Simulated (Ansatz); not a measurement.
**C6H: single-point calculation**

- system: C6H (slab, 14 atoms in the cell)
- method: DFT LDA, scalar-relativistic, plane waves, PAW, PAW set soft_1, no spin polarisation (Ansatz 0.2.0)

The structure derives from a Materials Project entry. Figures and captions count atoms from 1; the log counts them from 0 in places.

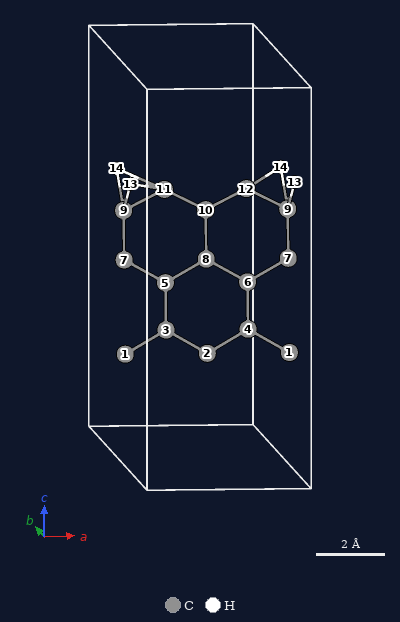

*The structure (ball-and-stick view of the cell of the calculation, with the vacuum cut short, seen slightly off an axis; atoms are numbered from 1 in the order of the input).*

### The input
```yaml
crystal:
  lattice:
    - [4.8889075235, 0.0, 0.0]
    - [-1.2222268809, 8.7842777898, 0.0]
    - [0.0, 0.0, 22.747299925]
  atoms:
    - { symbol: C, position: [0.0193593843, 0.077437537, 0.1758450459] }
    - { symbol: C, position: [0.5193593842, 0.077437537, 0.1758450459] }
    - { symbol: C, position: [0.2741992303, 0.0967969212, 0.2059521363] }
    - { symbol: C, position: [0.7741992303, 0.0967969212, 0.2059521363] }
    - { symbol: C, position: [0.2838789224, 0.1355156897, 0.2661663168] }
    - { symbol: C, position: [0.7838789224, 0.1355156897, 0.2661663168] }
    - { symbol: C, position: [0.0386178296, 0.1544718076, 0.2954947895] }
    - { symbol: C, position: [0.5386178296, 0.1544718076, 0.2954947895] }
    - { symbol: C, position: [0.0488209147, 0.1952857701, 0.3583563417] }
    - { symbol: C, position: [0.5488209147, 0.1952857701, 0.3583563417] }
    - { symbol: C, position: [0.303107991, 0.212432538, 0.3845423393] }
    - { symbol: C, position: [0.803107991, 0.212432538, 0.3845423393] }
    - { symbol: H, position: [0.0488209147, 0.069283663, 0.4043249069] }
    - { symbol: H, position: [0.0488209147, 0.3212878772, 0.4043249069] }
basis:
  ecutwfc: 420
kpoints:
  mp_grid: { grid: [6, 3, 1] }
hamiltonian:
  xc: lda
  pseudopotentials: { kind: paw, azcp: { folder: soft_1 } }
scf:
  occupations: { method: gaussian, width: 0.1 }
output:
  forces: true
  eigenvalues: true
  write_density: true
  write_potential: true
  elf: true
  volumetric_format: npy
efield:
  axis: 3
  dipole_correction: true
  ramp_width: 0.04
```

Hardware: 1 thread of Arm Neoverse N1, 98 GiB of memory available, shared host.

Command:
```bash
ansatz run input.yaml --threads 1 --pin off --max-ram 3072MiB --backend cpu --events-out ev --progress --plain --runs-dir out
```

### The program's output
```
Warning: [file] the record states the generating functional pbe (its physics header spells it `PBE`), which answers neither for hamiltonian.xc's functional nor for the lda family's — results may be inconsistent (PPs are generated against a specific XC)
Warning: [file] the record states the generating functional pbe (its physics header spells it `PBE`), which answers neither for hamiltonian.xc's functional nor for the lda family's — results may be inconsistent (PPs are generated against a specific XC)
Engine: ansatz 0.2.0, aarch64-unknown-linux-gnu
Pseudopotentials: kind: paw
Pseudopotential: C, paw, valence charge 4, recommended cutoff 420 eV (normal), [file]
Pseudopotential: H, paw, valence charge 1, recommended cutoff 420 eV (normal), [file]
Functional definition: SPW92
  exchange = slater_x
  correlation = pw_c
Crystal: 14 atoms, lattice volume = 976.895 Å³
Basis set: ecut = 420 eV, 19053 PW (Γ)
Bands: 39, of which v1, the nominal top of the filled ones, is band 25 counted from 1 (24 counted from 0)
Symmetry: 1 space group operations
Space group: P1 (ITA 1), of the structure as read, at distance tolerance 9.9e-5 Å
k-points: 10 of 18 (time reversal used)
Non-local potential: C, projectors of the file, l = 0: 2, l = 1: 2, l = 2: 1
Non-local potential: H, projectors of the file, l = 0: 2, l = 1: 1
PAW form: soft (Blöchl's): semilocal exchange-correlation on the pseudo side does not see the compensation charge
PAW frozen core: C, regenerated for the run's functional, and the local potential with it (the file was generated under x = pbe(κ = 0.804, μ = 0.2195149727645171), c = pbe(β = 0.06672455060314922))
PAW one-centre angular grid: C, 110 points (default); XC on 64 Gauss nodes
PAW one-centre angular grid: H, 110 points (default); XC on 64 Gauss nodes
Initial density: superposition of atomic densities (neutral atoms: chi_scale 0, normalization atom)
Initial wavefunctions: pseudopotential atomic-orbital guess
Functional: x = slater, c = lda
SCF iter   1: F=—  HF=-2939.848468 eV  |F-HF|=—  |Δ(HF+E_count)|=         —  Δρ=4.71e-2  dr2=2.33e1  ethr=3.10e-3  p=0.000 e·Å  D=5.49e-7 V/Å  ΔV_dip=-0.00 eV  dr2_dipole=3.60e-1  V_vac-E_F(+/−)=8.83/8.83 eV  ⟨swp⟩=9.6  Hψ=2340  notcnv=0  defer=37
efield: sawtooth ramp at fractional position 0.7701 (placed from the atoms, in the widest stretch of the axis that holds none; the zero of the levels goes with the place), width 0.0400; the density the first Hamiltonian is built on has a dipole p = 0.000 e·Å; the dipole correction subtracts the counter field D = 5.49e-7 V/Å, which shifts the + side's vacuum level by -0.00 eV against the − side's; the planar-averaged density in the ramp window peaks in size at 8.5e-7 e/Å³
preconditioner: auto → LDOS  [metal: Δε(μ)=0.016 eV  Ē_g=13.366 eV  σ=0.100 eV  W_gap=0.09  n_scr=86 (ndim 8)  ℏωp=8.0 eV  f_vac=0.784  D(μ)=13.97/eV (n_scr^D=72)  β→1.0]
SCF iter   2: F=—  HF=-2931.384233 eV  |F-HF|=—  |Δ(HF+E_count)|=    8.46e0  Δρ=1.96e-2  dr2=4.39e0  ethr=3.10e-3  p=0.554 e·Å  D=1.03e-1 V/Å  ΔV_dip=-2.33 eV  dr2_dipole=4.84e-5  V_vac-E_F(+/−)=5.20/7.54 eV  ⟨swp⟩=4.2  Hψ=1027  notcnv=0  defer=82
SCF iter   3: F=—  HF=-2930.868231 eV  |F-HF|=—  |Δ(HF+E_count)|=   5.16e-1  Δρ=7.08e-3  dr2=1.12e0  ethr=3.10e-3  p=0.322 e·Å  D=5.97e-2 V/Å  ΔV_dip=-1.36 eV  dr2_dipole=6.12e-3  V_vac-E_F(+/−)=5.89/7.25 eV  ⟨swp⟩=2.5  Hψ=736  notcnv=0  defer=85
SCF iter   4: F=—  HF=-2930.755524 eV  |F-HF|=—  |Δ(HF+E_count)|=   1.13e-1  Δρ=6.13e-3  dr2=7.05e-1  ethr=2.24e-3  p=0.243 e·Å  D=4.50e-2 V/Å  ΔV_dip=-1.02 eV  dr2_dipole=5.57e-2  V_vac-E_F(+/−)=5.69/6.72 eV  ⟨swp⟩=3.0  Hψ=564  notcnv=0  defer=85
SCF iter   5: F=—  HF=-2930.690120 eV  |F-HF|=—  |Δ(HF+E_count)|=   6.54e-2  Δρ=3.38e-3  dr2=2.03e-1  ethr=1.41e-3  p=0.194 e·Å  D=3.60e-2 V/Å  ΔV_dip=-0.82 eV  dr2_dipole=2.98e-3  V_vac-E_F(+/−)=5.68/6.50 eV  ⟨swp⟩=1.0  Hψ=470  notcnv=0  defer=85
SCF iter   6: F=—  HF=-2930.657596 eV  |F-HF|=—  |Δ(HF+E_count)|=   3.25e-2  Δρ=2.18e-3  dr2=8.80e-2  ethr=4.06e-4  p=0.112 e·Å  D=2.08e-2 V/Å  ΔV_dip=-0.47 eV  dr2_dipole=7.36e-3  V_vac-E_F(+/−)=5.66/6.14 eV  ⟨swp⟩=2.7  Hψ=501  notcnv=0  defer=85
SCF iter   7: F=—  HF=-2930.652374 eV  |F-HF|=—  |Δ(HF+E_count)|=   5.22e-3  Δρ=9.61e-4  dr2=1.94e-2  ethr=1.76e-4  p=0.103 e·Å  D=1.91e-2 V/Å  ΔV_dip=-0.43 eV  dr2_dipole=1.87e-3  V_vac-E_F(+/−)=5.67/6.11 eV  ⟨swp⟩=1.0  Hψ=304  notcnv=0  defer=85
SCF iter   8: F=—  HF=-2930.652517 eV  |F-HF|=—  |Δ(HF+E_count)|=   1.43e-4  Δρ=6.81e-4  dr2=9.90e-3  ethr=3.87e-5  p=0.112 e·Å  D=2.07e-2 V/Å  ΔV_dip=-0.47 eV  dr2_dipole=1.03e-3  V_vac-E_F(+/−)=5.68/6.15 eV  ⟨swp⟩=1.0  Hψ=336  notcnv=0  defer=85
SCF iter   9: F=—  HF=-2930.652260 eV  |F-HF|=—  |Δ(HF+E_count)|=   2.57e-4  Δρ=1.19e-4  dr2=1.45e-4  ethr=1.98e-5  p=0.119 e·Å  D=2.20e-2 V/Å  ΔV_dip=-0.50 eV  dr2_dipole=4.37e-6  V_vac-E_F(+/−)=5.69/6.19 eV  ⟨swp⟩=1.5  Hψ=319  notcnv=0  defer=85
SCF iter  10: F=—  HF=-2930.652317 eV  |F-HF|=—  |Δ(HF+E_count)|=   5.72e-5  Δρ=4.80e-5  dr2=5.46e-5  ethr=2.90e-7  p=0.121 e·Å  D=2.24e-2 V/Å  ΔV_dip=-0.51 eV  dr2_dipole=1.01e-5  V_vac-E_F(+/−)=5.69/6.20 eV  ⟨swp⟩=2.0  Hψ=516  notcnv=0  defer=85
SCF iter  11: F=—  HF=-2930.652326 eV  |F-HF|=—  |Δ(HF+E_count)|=   9.02e-6  Δρ=2.65e-5  dr2=6.82e-6  ethr=1.09e-7  p=0.122 e·Å  D=2.26e-2 V/Å  ΔV_dip=-0.51 eV  dr2_dipole=3.46e-7  V_vac-E_F(+/−)=5.69/6.20 eV  ⟨swp⟩=2.2  Hψ=593  notcnv=0  defer=86
SCF iter  12: F=—  HF=-2930.652332 eV  |F-HF|=—  |Δ(HF+E_count)|=   6.37e-6  Δρ=1.04e-5  dr2=1.66e-6  ethr=1.36e-8  p=0.123 e·Å  D=2.28e-2 V/Å  ΔV_dip=-0.52 eV  dr2_dipole=8.43e-8  V_vac-E_F(+/−)=5.69/6.21 eV  ⟨swp⟩=2.6  Hψ=574  notcnv=0  defer=86
SCF iter  13: F=—  HF=-2930.652334 eV  |F-HF|=—  |Δ(HF+E_count)|=   1.90e-6  Δρ=3.26e-6  dr2=1.24e-7  ethr=3.32e-9  p=0.123 e·Å  D=2.28e-2 V/Å  ΔV_dip=-0.52 eV  dr2_dipole=7.46e-10  V_vac-E_F(+/−)=5.69/6.21 eV  ⟨swp⟩=1.4  Hψ=310  notcnv=0  defer=86
SCF iter  14: F=-2930.652335 eV  HF=-2930.652335 eV  |F-HF|=7.52e-8  |Δ(HF+E_count)|=   4.93e-7  Δρ=1.22e-6  dr2=1.63e-8  ethr=2.00e-10  p=0.123 e·Å  D=2.28e-2 V/Å  ΔV_dip=-0.52 eV  dr2_dipole=3.93e-11  V_vac-E_F(+/−)=5.69/6.21 eV  ⟨swp⟩=32.0  Hψ=4509  notcnv=0
SCF 1 converged in 14 iterations: F = -2930.652335 eV  dr2 = 1.63e-8
  greatest PAW one-centre occupation: 0.695 electrons in one spin orbital (limit 2), on the C atom at site 8 (counted from 0), in its partial waves of l = 0
```

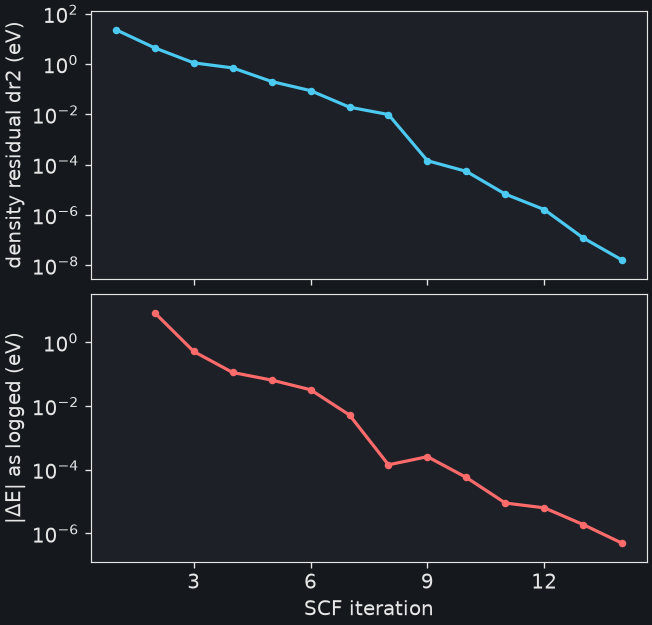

*Convergence of the self-consistent field: density residual dr2 and size of the energy change against the SCF iteration.*

The residual falls at every step.

```
WARN: The output density's exchange-correlation potential varies sharply where the density is thin. Do not read a vacuum level from v_tot or v_xc, or from such a field of the output density. On a cell that repeats whose density bears no net charge and no dipole along the vacuum's axis use v_es (v_loc + v_h of the components); under efield.dipole_correction with no amplitude use v_es + v_field, which holds any external_charges[].barrier, or the levels of the report's work_function block, which leave it out; under a non-zero efield.amplitude the vacuum is tilted and has no level; on a cell that repeats and bears such a dipole with no correction it is tilted too, and efield.dipole_correction with no amplitude gives each side of its ramp a level where efield: is served; in a cell that repeats whose density bears a net charge (total_charge, or a fill off its count) it is curved and has none; of a slab under crystal.periodic whose density bears no net charge use v_es, which has a level on each side, short of where the two are joined; of another it falls or rises all the way out and has none; of a slab beside external_charges read slab_vacuum_level instead, which it has where they leave it neutral. The grid or the basis barely resolves most such structure, and the values can differ between equally converged runs; as a rule a tighter scf.convergence.dr2_threshold does not remove it. Where the density itself ripples (under the LDA too) a higher basis.ecutwfc lessens it. The files hold the spikes' plane waves up to the density's cutoff. Files: v_tot_of_output_density and the like, and their columns of v_z.tsv (output.write_potential); v_xc_of_output_density and the like, and their columns of v_comp_z.tsv (output.write_potential_components). Measured: with its Gaussian average of σ = 0.25 Å subtracted twice, the exchange-correlation potential is over 0.1 eV at 943 of the grid points where the equally averaged density (valence and model cores) is under 1e-3 e/Å³, and 0.326 eV at the most among them, at an averaged density of 3.3e-5 e/Å³. The input density's (outcome.potential() and, of a run that writes arrays, v_tot and v_xc) is over 0.1 eV, so measured, at 968 points of its own thin density, 0.325 eV at the most. See output.write_potential in the manual, Limitations
SCF converged after 14 iterations
Free energy (F): -2930.652335 eV
Harris-Foulkes:  -2930.652335 eV  (|F-HF|=7.52e-8)
Internal energy: -2930.598655 eV  (E = F + TS)
E sigma→0 (E₀):  -2930.625495 eV
Entropy (-TS):   -0.053679 eV (-3.834 meV/atom)
Fermi energy:    -4.416295 eV
Dipole field:    D = 0.022814 V/Å  (p = 0.123163 e·Å, saw-weighted, corrected)
Work function:   Φ+ = 5.6871 eV   Φ− = 6.2061 eV
Levels:          The Fermi level and band energies are counted from a zero that moves with the ramp; work functions are not
--- Per-component energies (eV) ---
  E_band       = -622.073425
  E_kinetic    = 1073.124422
  E_local      = -16809.337073  (includes V_loc(G=0)·N_el)
  E_nonlocal   = 300.706447
  E_hartree    = 7809.266935
  E_xc         = -566.896491
  E_vxc        = -701.507661  (∫ρ·V_xc dr)
  E_paw        = -1111.121643  (= ΣΔE_a)
  E_vpaw       = -103.699872  (= ΣTr[D̂ρ^β])
  E_aug_tail   = -0.001103  (compensation charges beyond the density's cutoff)
  E_efield     = 0.001405  (sawtooth field / dipole correction)
  E_vefield    = 0.109061  (∫n·V_field dr)
  E_ewald      = 6372.904456
  E_core_change = 0.753990  (= ΣΔE_core)
  E_smearing   = -0.053679  (= −TS)
  E_closure    = -0.000000  (closes the sum)
  Σ components = -2930.652335   (vs F -2930.652335, Δ=0.00e0)
--- Forces (eV/Å), atoms counted from 1 ---
  atom   1  C      0.09880035     0.56355236     2.22799910
  atom   2  C     -0.04817850     0.56954263     2.13083593
  atom   3  C     -0.01230131    -0.84827691    -3.58214560
  atom   4  C     -0.03909743    -1.05467340    -3.79648120
  atom   5  C     -0.06251523     0.29152368     1.32439925
  atom   6  C      0.11829476     0.42487268     1.39931747
  atom   7  C      0.02169246    -0.02806686    -0.44277902
  atom   8  C     -0.06036482     0.02094414     0.45761527
  atom   9  C     -0.01105222    -3.27727210    -5.09389242
  atom  10  C      0.29983793    -0.32082774    -1.35125695
  atom  11  C     -0.27025045    -0.32545928     2.81146755
  atom  12  C      0.82927680     2.76983886     2.42983955
  atom  13  H      1.35894845     1.93283487    -0.10294717
  atom  14  H     -2.22309030    -0.71832171     1.58851506
  max |Σ_I F_I| component: 4.87e-4 eV/Å
--- Band table (eV; the first three rows and the last of 10) ---
  k-point 0: bands = ["-23.2113", "-21.7688", "-19.4240", "-18.9064", "-18.7803", "-17.3712", "-17.3435", "-15.5565", "-15.2327", "-14.8013", "-12.2498", "-11.8378", "-11.6937", "-10.7573", "-10.5700", "-10.4371", "-9.3243", "-8.0622", "-7.7376", "-6.8860", "-6.6726", "-5.7701", "-5.1024", "-4.6927", "-4.5282", "-4.2183", "-3.9003", "-3.3634", "-1.7030", "-1.6204", "-1.2409", "0.0853", "0.4454", "0.9617", "1.3920", "1.8251", "1.9026", "2.0194", "2.3958"]
  k-point 1: bands = ["-23.2113", "-21.7688", "-19.4240", "-18.9064", "-18.7803", "-17.3712", "-17.3434", "-15.5565", "-15.2327", "-14.8013", "-12.2499", "-11.8378", "-11.6936", "-10.7574", "-10.5700", "-10.4371", "-9.3243", "-8.0622", "-7.7376", "-6.8860", "-6.6726", "-5.7690", "-5.1022", "-4.6926", "-4.5279", "-4.2174", "-3.9000", "-3.3633", "-1.6841", "-1.6145", "-1.2222", "0.1048", "0.4882", "1.1009", "1.2881", "1.5425", "1.8791", "2.0952", "2.1739"]
  k-point 2: bands = ["-23.0926", "-21.6703", "-20.1673", "-19.2454", "-18.6266", "-17.2694", "-16.5393", "-15.9879", "-14.8689", "-13.9791", "-12.4990", "-12.0864", "-11.2480", "-10.9807", "-10.6522", "-10.4159", "-9.8139", "-8.2358", "-8.1732", "-7.6227", "-6.7583", "-5.7092", "-5.0940", "-4.5921", "-4.4852", "-4.2440", "-3.7696", "-3.0872", "-1.6679", "-1.2679", "-0.3847", "0.2273", "0.4590", "1.1232", "1.5333", "1.9852", "2.0362", "2.1645", "2.4993"]
  k-point 9: bands = ["-22.3145", "-21.9563", "-20.9487", "-20.2786", "-18.4114", "-17.9554", "-14.6312", "-14.4254", "-13.7765", "-13.3892", "-12.7645", "-12.5190", "-11.6245", "-11.1938", "-10.9718", "-10.5782", "-10.2816", "-9.9613", "-9.3366", "-8.3094", "-6.6930", "-6.2298", "-5.5671", "-4.7094", "-4.4866", "-4.4465", "-2.4464", "-1.8030", "-1.4757", "0.1229", "0.9218", "1.0078", "1.3990", "1.8355", "2.0717", "2.4114", "2.6775", "2.7813", "2.8584"]
```

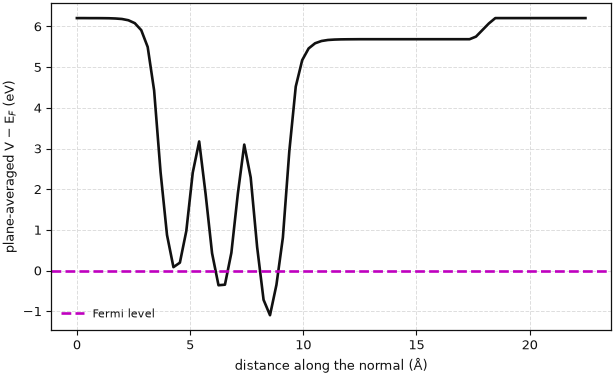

*Plane average of the electrostatic potential energy of an electron across the cell, from the Fermi level.*

The vacuum level lies 5.69 eV above the Fermi level on the upper side and 6.21 eV on the lower.

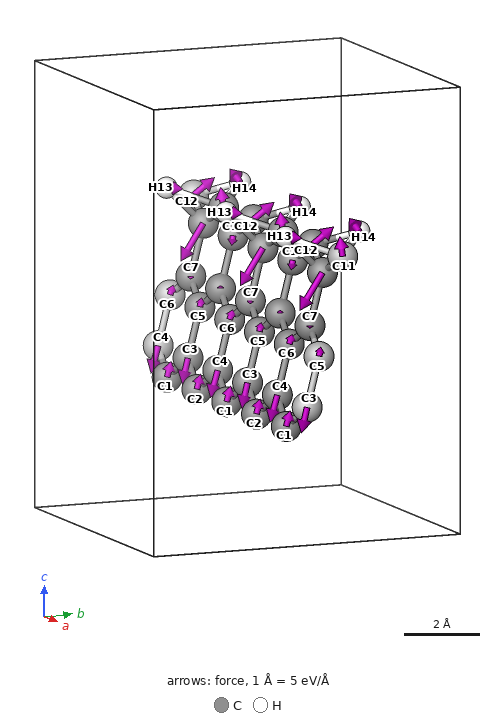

*Forces on the atoms as pink arrows (ball-and-stick view of the 2 repeat of the cell, with the vacuum cut short, seen slightly off an axis; neighbours outside the cell are drawn fainter; atoms are numbered from 1 in the order of the input).*

The largest act on C9 (6.06 eV/Å); C4 (3.94 eV/Å); C12 (3.78 eV/Å); C3 (3.68 eV/Å), among others. The geometry is not a stationary point of this energy.

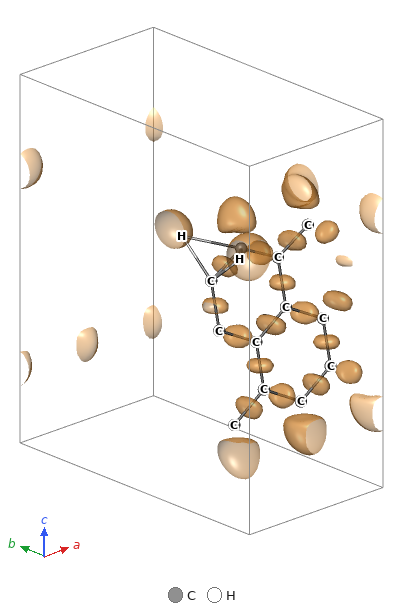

*Isosurface of the ELF at 0.85 (orange), seen at an oblique angle. Core shells and regions of very low density are left out. Sticks mark near contacts.*

Counts are for one cell; the picture repeats the cell along the surface. Along the contacts the grid gives the following. Core electrons are frozen (PAW), so the fields are smoothed inside the atomic spheres.

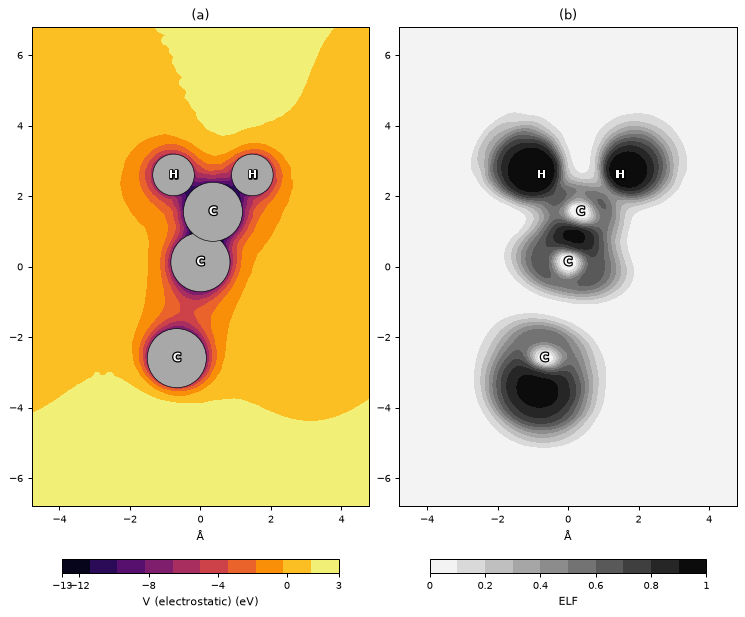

*(a) electrostatic potential energy of an electron; (b) electron localisation function on the (100) plane of the calculation cell, a cut from vacuum to vacuum. Grey discs, where drawn, cover atomic cores.*

The section cuts through C and H sites.

### Results in brief

```json
{"quantity": "outcome", "value": "converged"}
{"quantity": "electrons treated", "value": "50"}
{"quantity": "free energy", "value": "−2930.6523 eV"}
{"quantity": "work function, top face", "value": "5.69 eV"}
{"quantity": "work function, bottom face", "value": "6.21 eV"}
{"quantity": "Fermi energy", "value": "−4.416 eV"}
{"quantity": "gap on the k-point mesh", "value": "none (metallic)"}
{"quantity": "work function (upper face)", "value": "5.69 eV"}
{"quantity": "largest force (length of the vector)", "value": "6.057 eV/Å"}
{"quantity": "wall time", "value": "1.7 min"}
{"quantity": "peak memory", "value": "0.76 GiB"}
```

The program warns: the PAW datasets were made with another functional; the exchange-correlation potential is rough where the density is thin.
